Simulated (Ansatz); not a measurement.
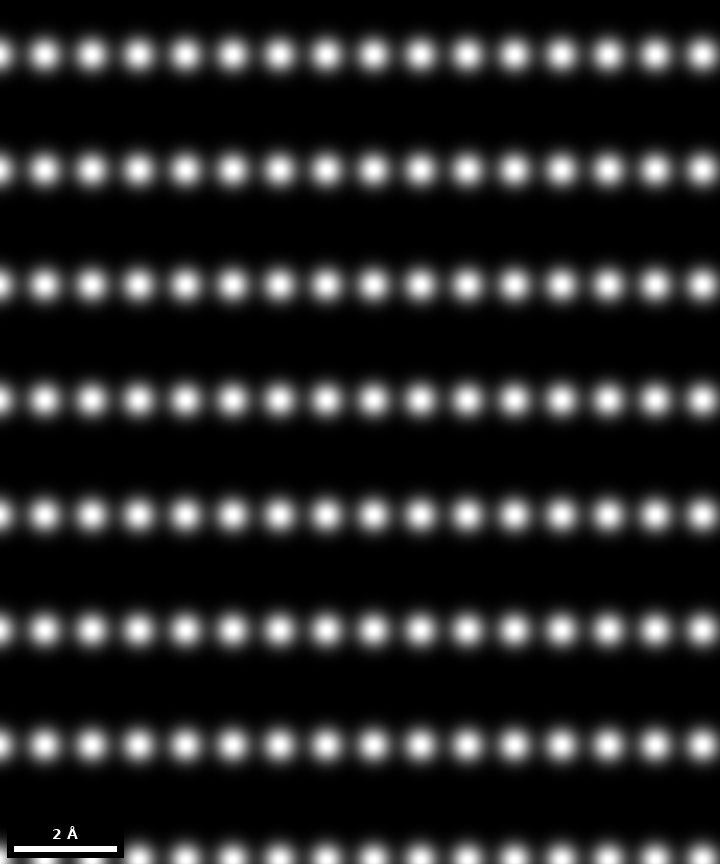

Z-contrast image of Pt. The image is simulated as a sum over atoms of Z^1.7, blurred by a 0.51 Å probe (no channelling).

Measure the repeat of the pattern.

The pattern repeats on a rectangular net of 0.9 × 2.2 Å.

What is the plane group of the image?

p2mm: mirror lines in two perpendicular directions, with twofold points where they cross.

How many columns does the smallest repeating cell hold, and how many levels of brightness?

1 column in the primitive cell of 2.0 Å², all of one brightness.

The crystal is Pt (Im-3m, No. 229) seen along [211]. Atomic positions: coordinates from a relaxation with Ansatz, DFT, PBE, plane waves (420 eV) with PAW, scalar-relativistic; the starting structure was generated, so it need not be a known form of this composition.
